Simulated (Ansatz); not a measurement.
Consider this structure.

```cif
data_structure
_symmetry_space_group_name_H-M 'P 1'
_symmetry_Int_Tables_number 1
_cell_length_a 3.3127
_cell_length_b 3.3127
_cell_length_c 4.4018
_cell_angle_alpha 90.000
_cell_angle_beta 90.000
_cell_angle_gamma 90.000
_cell_volume 48.31
loop_
_atom_site_label
_atom_site_type_symbol
_atom_site_fract_x
_atom_site_fract_y
_atom_site_fract_z
_atom_site_occupancy
Ga1 Ga 0.00000 0.00000 0.00000 1
N1 N 0.00000 0.50000 0.75000 1
Ga2 Ga 0.50000 0.50000 0.50000 1
N2 N 0.50000 0.00000 0.25000 1
```

Describe what this structure looks like.

Answer. Its composition is GaN. Space group: I-4m2 (No. 119). Lattice: body-centred tetragonal. In the cell are 2 Ga, 2 N, which makes 2 formula units. Each Ga atom is coordinated by four N in a tetrahedral arrangement at 1.99 Å. N is linked to four Ga in a tetrahedral arrangement at 1.99 Å. The bonds build a three-dimensional framework.

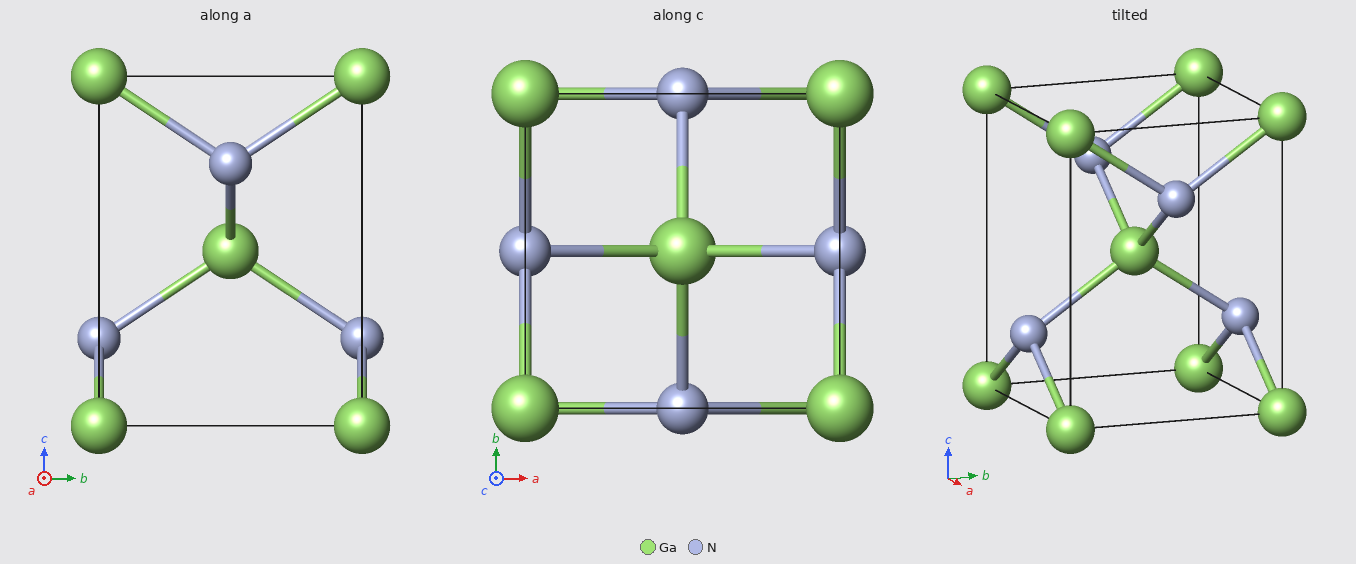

Structure drawing (ball-and-stick), viewed along the a axis, along the c axis and slightly off an axis. Atoms at the boundary of the conventional unit cell (the box) are drawn once for each face, edge or corner they touch. Colours: gallium green, nitrogen light blue.

The model was built from a structure listed in the Materials Project. The cell was then strained or its atoms displaced on purpose. It went into a calculation with Ansatz.

At this level of theory the cell isn't at rest (stretched, at -4 GPa), so its distances can differ from those at equilibrium, the more so the softer the solid.
